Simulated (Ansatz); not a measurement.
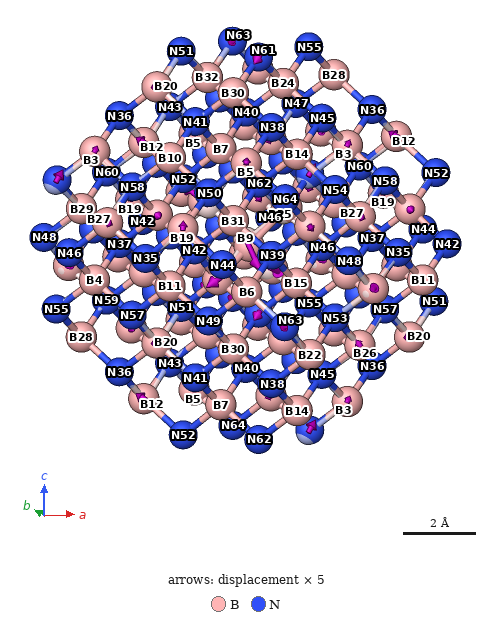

A relaxation of a defect cell of composition B33N31 (cell charge +1). The starting structure is drawn faded, the final one solid; purple arrows show the displacements, magnified 5 times.

A ball-and-stick model of the atoms within 5.8 Å of the atom that moves most (axes of the cell of the calculation (origin shifted)), seen slightly off an axis.

Computed with DFT, PBEsol, PAW, plane waves (Ansatz 0.2.0). Set-up: plane-wave cutoff 420 eV; k-point mesh 1 × 1 × 1; mesh shifted by (0.25, 0.25, 0.25); collinear spin; atoms relaxed in a fixed cell; force threshold 0.03 eV/Å; at most 80 steps.

> What happened in the run?

Over 9 geometry steps the energy falls by 3.087 eV per cell of the calculation. The largest force component goes from 3.8 to 0.025 eV/Å. The largest moves, 0.22 Å, are those of B atoms. By element the largest moves are B 0.22 Å, N 0.09 Å. The cell doesn't change. Among the contacts that change: B–B 1.548 → 1.972 Å, B–B 1.537 → 1.676 Å, B–N 1.503 → 1.615 Å, B–N 1.611 → 1.503 Å. Bond angles that change, for instance: B–B–N 108.7° → 95.2°, B–B–N 108.1° → 95.2°, B–B–B 107.9° → 118.6°. The program noted that the starting moments weren't kept.

Limits of the set-up: the periodic images lie only 7.2 Å apart, so the values are limited by the cell's size; the cell is charged, on a uniform background, and energies carry no finite-size correction.
